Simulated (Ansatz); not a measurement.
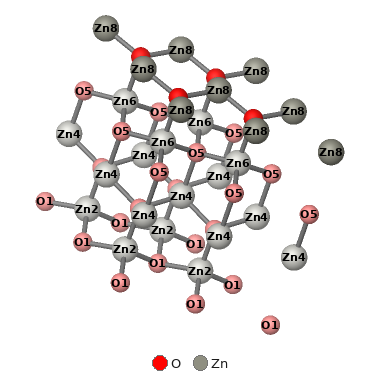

The system is H on a ZnO(001) slab cut from the P6_3mc phase, its upper half relaxed before the scan (8 atoms of substrate and one adsorbate in a 1 × 1 cell); the picture shows it without the atoms that are moved over the map. H is moved over the surface cell; relaxed at each place: the height of the adsorbate's atoms; substrate rigid; the origin of the map has the adsorbate above Zn8. Places are given modulo a cell vector. The map is drawn in real space over the plane of the surface. The grid has 6 × 6 points; 10 points were computed and 26 follow by symmetry. All energies are given in eV relative to the lowest grid point. At some places the adsorbate sinks to or below the level of the top layer. The magnetic moment jumps between some neighbouring points. With one adsorbate in each 1 × 1 cell, its nearest image is 3.2 Å away, so neighbouring adsorbates interact. All numbers below come from Ansatz, DFT LDA, scalar-relativistic, plane waves, PAW. Settings: cutoff 420 eV, k-mesh 9×9×1, gaussian smearing 0.05 eV, spin-polarised.

Range: position of H9 along the first surface vector from 0.000 to 0.833; position of H9 along the second surface vector from 0.000 to 0.833.

What landscape does the calculation give?

Answer. The lowest grid point is at the top site over a surface Zn atom, (0/6, 0/6) of the cell vectors. The highest grid point, a place at or below the level of the top layer, (4/6, 2/6) of the cell vectors, lies 0.960 eV above the lowest. At the lowest point the adsorbate has 1 Zn at 1.68 Å as nearest neighbours, at the highest 3 Zn at 2.00 Å. Its relaxed height above the top atom is 1.68 Å at the lowest and −1.69 Å at the highest point.

```csv
"second ↓, first →",0/6,1/6,2/6,3/6,4/6,5/6
5/6,0.045,0.203,0.471,0.471,0.203,0.045
4/6,0.205,0.471,0.600,0.471,0.205,0.097
3/6,0.360,0.471,0.471,0.360,0.211,0.211
2/6,0.205,0.203,0.205,0.211,0.960,0.211
1/6,0.045,0.045,0.097,0.211,0.211,0.097
0/6,0.000,0.045,0.205,0.360,0.205,0.045
```

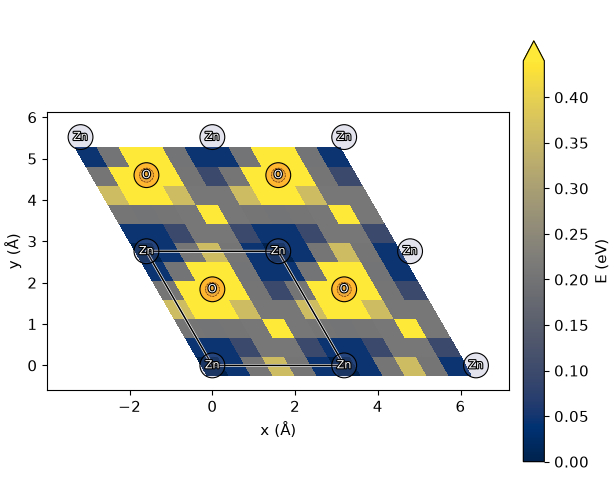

The picture shows one coloured cell a grid point, labelled circles for the atoms of the top layer and small ones for the second layer, the outline of one cell of the 2 × 2 shown, one colour for all values above the top of the scale.

Time for the 10 points that were run: 47 min on 4 threads of Arm Neoverse N1 (shared host).

PAW datasets: the set soft_1.
